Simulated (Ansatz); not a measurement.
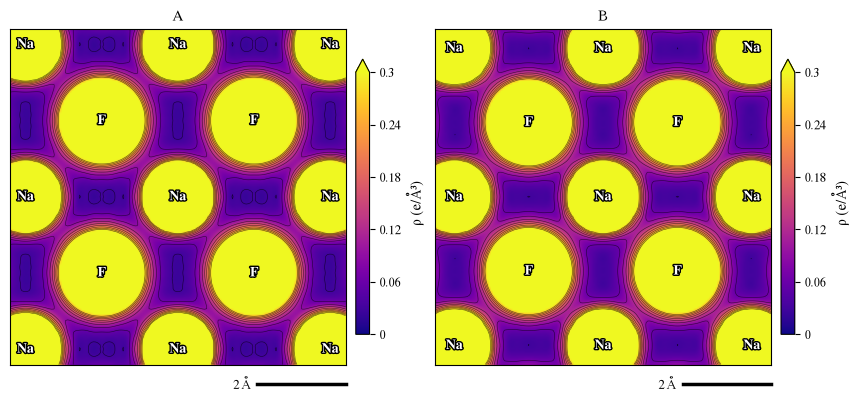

NaF. The valence pseudo-density of two cells that differ in size, on the (110) plane of each (indices in the axes of the calculation cell), at one length scale and on one colour scale; one has 13.2 and the other 14.2 Å³ an atom.

Space group I4/mmm.

Method: Ansatz 0.2.0, DFT PBEsol, scalar-relativistic, plane waves, PAW.

The density is the valence pseudo-density of a PAW calculation; it isn't the true density close to the nuclei.

The larger cell:

```xyz
2
Lattice="0.0000 2.4395 2.3814 2.4395 0.0000 2.3814 2.4395 2.4395 0.0000" Properties=species:S:1:pos:R:3 pbc="T T T"
Na    0.0000    0.0000    0.0000
F     2.4395    2.4395    2.3814
```

The smaller cell: a = 3.327 Å, b = 3.327 Å, c = 3.368 Å, α = 59.59°, β = 59.59°, γ = 60.81°.

### Which is the denser cell? Describe the effect of the change.

Panel B is the smaller cell, by 7 % in volume. From the larger cell to the smaller, Na–F goes from 2.44 to 2.38 Å, and the density at its midpoint from 0.11 to 0.13 e/Å³; the pressure goes from −4.7 to −2.5 GPa; the Kohn–Sham gap goes from 5.6 eV to 5.9 eV.
